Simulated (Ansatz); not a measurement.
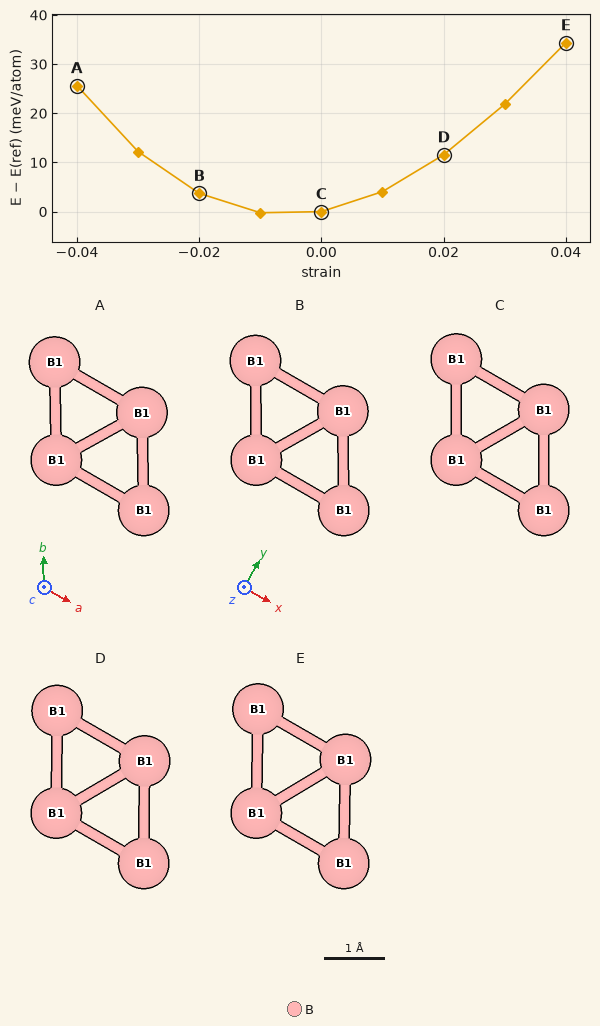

A scan of crystalline B (P6/mmm): the cell is strained along y alone, with the atoms kept at their fractional coordinates. x, y and z are the Cartesian axes of the input. The lettered frames are marked on the plot. The picture is a ball-and-stick view of the cell of the calculation, seen along the c axis.

Computed with Ansatz 0.2.0, DFT LDA, scalar-relativistic, plane waves, PAW. Set-up: plane-wave cutoff 420 eV; k-point mesh 33 × 33 × 14; occupations gaussian; smearing width 0.15 eV; no spin polarisation. Energies (free energies at the smearing named) are counted from the cell as listed in its source, which wasn't relaxed.

Read off the main features of the energy profile.

Answer. Of the computed points the lowest is at the strain −0.01, −0.2 meV/atom. The unrelaxed reference is under a pressure of −3.0 GPa, which tilts the curve. The distortion takes the space group from P6/mmm to Cmmm. At the strain −0.04 the cell of the drawing goes b 1.702 → 1.652 Å, γ 120.0° → 121.0°.

The computed points:

```
strain  E − E(ref) (meV/atom)
−0.040                   25.6
−0.030                   12.2
−0.020                    3.7
−0.010                   −0.2
 0.000                    0.0
 0.010                    4.1
 0.020                   11.6
 0.030                   21.9
 0.040                   34.4
```
